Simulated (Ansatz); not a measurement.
Ca

Space group Fm-3m.

Input file:

```
crystal:
  lattice:
    - [0.0, 2.7942, 2.7942]
    - [2.7942, 0.0, 2.7942]
    - [2.7942, 2.7942, 0.0]
  atoms:
    - { symbol: Ca, position: [0.0, 0.0, 0.0] }
basis:
  ecutwfc: 420
  fft_grid_basis: typed
kpoints:
  mp_grid: { grid: [10, 10, 10] }
hamiltonian:
  xc: pbesol
scf:
  occupations: { method: gaussian, width: 0.05 }
output:
  forces: true
  stress: true
  eigenvalues: true
  bader: true
  write_density: true
  volumetric_format: npy
  elf: true
```

Launched as:

```sh
ansatz run input.yaml --threads 1 --pin off --max-ram 2560MiB --backend cpu --events-out ev --progress --plain --runs-dir out
```

The picture shows the conventional cell (a = 5.59 Å, b = 5.59 Å, c = 5.59 Å, α = 90.00°, β = 90.00°, γ = 90.00°).

Level of theory: Ansatz 0.2.0, DFT PBEsol, scalar-relativistic, plane waves, PAW.

**What will a map of ρ − Σ ρ(atoms) show?**

Over the whole cell, outside the masked cores, the largest gain, 0.014 e/Å³, lies 2.8 Å from a calcium nucleus, and the largest loss, 0.010 e/Å³, lies 1.3 Å from a calcium nucleus.
The rearranged charge, half the integral of |Δρ|, is about 0.11 e an atom.

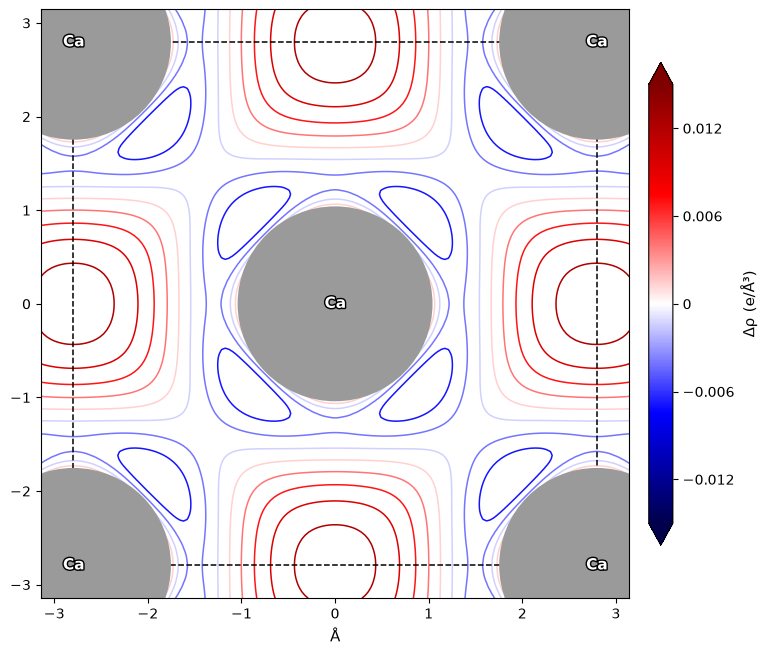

Computed deformation density: a map on the (100) plane of the conventional cell, with grey discs over the atomic cores.

Cores are masked to 1.0 Å (Ca).

In a PAW calculation such maps are meaningful between the atoms, not at the nuclei.

The run took 2.3 s on 1 thread of Intel(R) Xeon(R) 6975P-C (Granite Rapids), on a shared host, peak memory 0.34 GiB.
